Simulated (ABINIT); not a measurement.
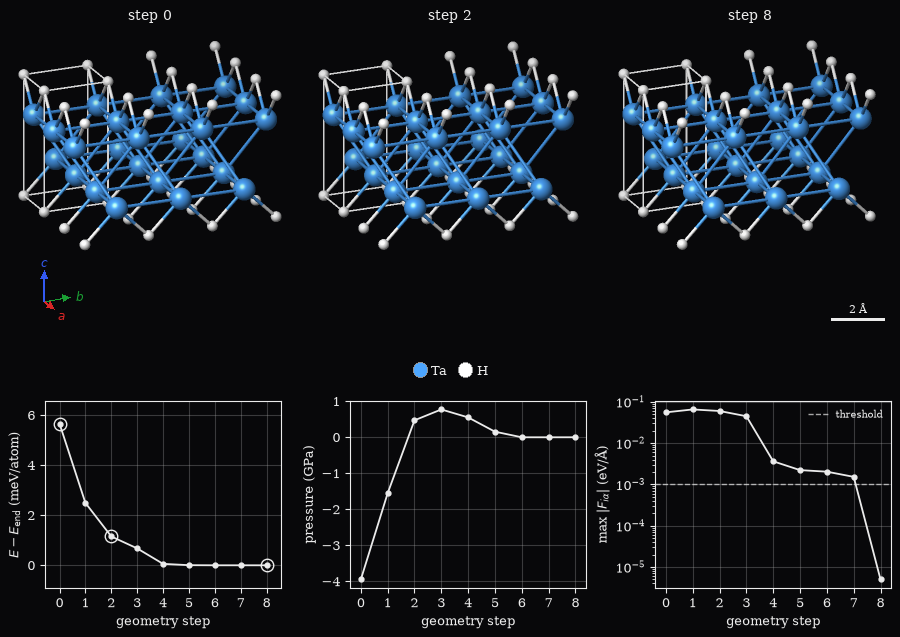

Frames of a relaxation of crystalline Ta₂H (set up in C222), marked on the history of the run. The picture is a ball-and-stick view of the cell of the calculation, repeated 3 × 3 × 1 with one cell outlined, seen slightly off an axis.

The run lets cell and atoms move.

Computed with Kohn-Sham DFT of a periodic cell, PBEsol, PseudoDojo NC SR PBEsol v0.4.1 standard in ABINIT 10.8.3.

The input:
```
pp_dirpath "./"
pseudos "Ta.upf, H.upf"

acell 3*1.0 Angstrom
rprim
     1.7204951073    -2.3714690318     0.0000000000
     1.7204951073     2.3714690318     0.0000000000
     0.0000000000     0.0000000000     4.7585693900
ntypat 2
znucl 73 1
natom 3
typat 1 1 2
chkprim 0
chksymtnons 0
tolsym 1.0e-6
xred
            1/2            0.0   0.7354302300
            0.0            1/2   0.2645697700
            0.0            0.0            0.0

ecut 36.0
ecutsm 0.5

kptopt 1
ngkpt 8 8 4
nshiftk 1
shiftk 0.0 0.0 0.0

ixc -116133

nband 18
occopt 3
tsmear 0.00183747

nstep 80
tolvrs 1.0e-12

iomode 3
prteig 0
prtebands 0
prtwf 0
prtden 0

ionmov 2
optcell 2
ntime 50
tolmxf 2.0e-5
dilatmx 1.08
```

Launched with:
```bash
abinit run.abi > log 2>&1
```

Describe the path.

Over 8 geometry steps the energy falls by 5.7 meV per atom. The largest force component goes from 0.055 to under 0.0001 eV/Å. Pressure: −3.95 GPa at the start and 0.00 GPa at the end. The largest moves relative to the cell, 0.006 Å, are those of Ta atoms. H stays in place. Cell: a = b 2.930 → 2.901 Å (−1.0 %), c 4.759 → 4.779 Å (+0.4 %), γ 108.1° → 109.2°. Volume −2.2 %. Some distances before and after: Ta–Ta 3.441 → 3.361 Å, Ta–Ta 2.930 → 2.901 Å, Ta–Ta 3.050 → 3.027 Å, H–Ta 1.932 → 1.921 Å. The space group stays C222 (No. 21). Cost: 8.6 min on 1 thread of AMD EPYC 9R45 96-Core Processor (Zen 5), on a shared host, peak memory 0.14 GiB. From step 0 to 2: volume −2.2 %, energy −4.5 meV per atom. From step 2 to 8: energy −1.2 meV per atom.
